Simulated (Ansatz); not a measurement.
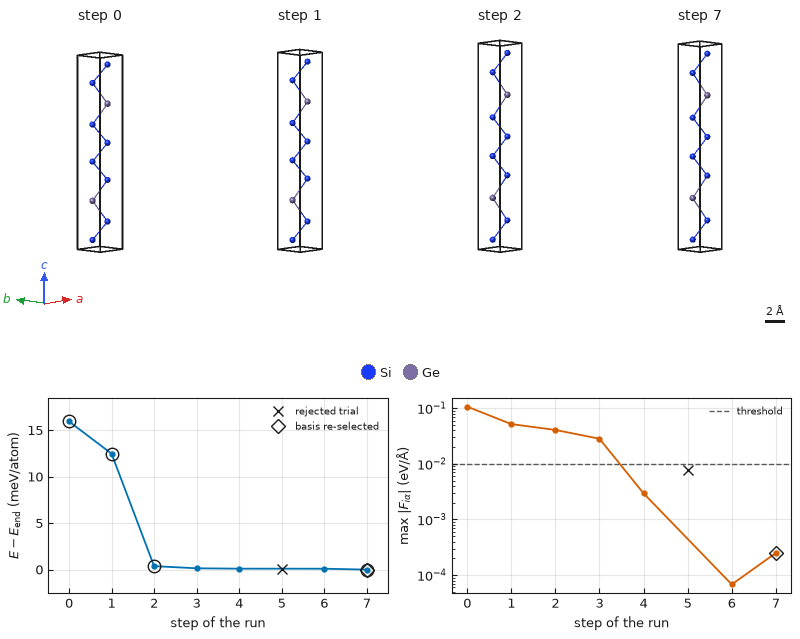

Frames of a relaxation of crystalline Si4Ge (a generated structure, set up in P6_3/mmc), marked on the history of the run. A ball-and-stick model of the cell of the calculation, seen from a free direction.

Method: DFT PBE, scalar-relativistic, plane waves, PAW (Ansatz).

Input file:
```yaml
crystal:
  lattice:
    - [2.8634956967, 0.0, 0.0]
    - [-1.4317478484, 2.479860017, 0.0]
    - [0.0, 0.0, 21.9177606164]
  atoms:
    - { symbol: Si, position: [0.3333333333, 0.6666666667, 0.6427125253] }
    - { symbol: Si, position: [0.3333333333, 0.6666666667, 0.8572874747] }
    - { symbol: Si, position: [0.3333333333, 0.6666666667, 0.048346411] }
    - { symbol: Si, position: [0.3333333333, 0.6666666667, 0.451653589] }
    - { symbol: Si, position: [0.6666666667, 0.3333333333, 0.951653589] }
    - { symbol: Si, position: [0.6666666667, 0.3333333333, 0.1427125253] }
    - { symbol: Si, position: [0.6666666667, 0.3333333333, 0.3572874747] }
    - { symbol: Si, position: [0.6666666667, 0.3333333333, 0.548346411] }
    - { symbol: Ge, position: [0.3333333333, 0.6666666667, 0.25] }
    - { symbol: Ge, position: [0.6666666667, 0.3333333333, 0.75] }
basis:
  ecutwfc: 420
kpoints:
  mp_grid: { grid: [18, 18, 2] }
hamiltonian:
  xc: pbe
scf:
  occupations: { method: gaussian, width: 0.1 }
output:
  forces: true
  stress: true
  eigenvalues: true
  write_density: true
  write_potential: true
  elf: true
  volumetric_format: npy
relax:
  adjacent_minimum: "off"
  f_tol: 0.01
  max_steps: 80
  cell: { stress_tol: 0.05 }
```

Launched with:
```bash
ansatz run input.yaml --threads 1 --pin off --max-ram 2560MiB --backend cpu --events-out ev --progress --plain --runs-dir out
```

Q: What happens along the run?

A: The energy falls by 15.9 meV per atom in 5 accepted moves (7 points after the start). The largest force component goes from 0.11 to 0.00025 eV/Å. Pressure: 0.09 GPa at the start and 0.01 GPa at the end. The line search rejected the trial step at point 5 of the run. At 1 point the geometry stayed and the basis and grid were re-selected for the new cell (energy shift of 0.1 meV per atom at most each time). The largest moves relative to the cell, 0.035 Å, are those of Si1, Si2, Si6 and Si7. Si6 goes along −c. Ge stays in place. The drawn cell changes as follows: a = b 2.863 → 2.782 Å (−2.8 %), c 21.918 → 23.190 Å (+5.8 %); the volume changes by −0.1 %. Among the contacts that change: Si1–Ge10 2.875 → 2.991 Å, Si1–Si1 2.863 → 2.782 Å, Ge10–Ge10 2.863 → 2.782 Å, Si1–Si8 2.648 → 2.701 Å. Among the angles between lasting bonds that change: Si5–Si3–Si6 103.4° → 107.5°, Si6–Si3–Si6 65.5° → 62.0°, Si5–Si3–Si5 64.4° → 61.3°. The space group stays P6_3/mmc (No. 194). The run took 4.7 min on 1 thread of Arm Neoverse V1 (shared host), peak memory 0.62 GiB. From step 0 to 1: Si atoms move most (0.03 Å), volume +0.1 %, energy −3.5 meV per atom. From step 1 to 2: Si atoms move most (0.02 Å), volume +0.4 %, energy −12.1 meV per atom. From step 2 to 7: volume −0.6 %, energy −0.4 meV per atom.

```json
{"step": "0", "E − E(0), meV/atom": "0.00", "largest force component, eV/Å": "0.1068", "pressure, GPa": "0.09", "volume, Å³/atom": "15.564", "note": ""}
{"step": "1", "E − E(0), meV/atom": "-3.47", "largest force component, eV/Å": "0.0518", "pressure, GPa": "0.02", "volume, Å³/atom": "15.584", "note": ""}
{"step": "2", "E − E(0), meV/atom": "-15.57", "largest force component, eV/Å": "0.0407", "pressure, GPa": "-0.45", "volume, Å³/atom": "15.643", "note": ""}
{"step": "3", "E − E(0), meV/atom": "-15.81", "largest force component, eV/Å": "0.0283", "pressure, GPa": "0.12", "volume, Å³/atom": "15.529", "note": ""}
{"step": "4", "E − E(0), meV/atom": "-15.85", "largest force component, eV/Å": "0.0029", "pressure, GPa": "-0.01", "volume, Å³/atom": "15.546", "note": ""}
{"step": "5", "E − E(0), meV/atom": "-15.83", "largest force component, eV/Å": "0.0078", "pressure, GPa": "-0.01", "volume, Å³/atom": "15.545", "note": "rejected"}
{"step": "6", "E − E(0), meV/atom": "-15.85", "largest force component, eV/Å": "0.0001", "pressure, GPa": "0.00", "volume, Å³/atom": "15.544", "note": ""}
{"step": "7", "E − E(0), meV/atom": "-15.95", "largest force component, eV/Å": "0.0003", "pressure, GPa": "0.01", "volume, Å³/atom": "15.544", "note": "same geometry, new basis"}
```
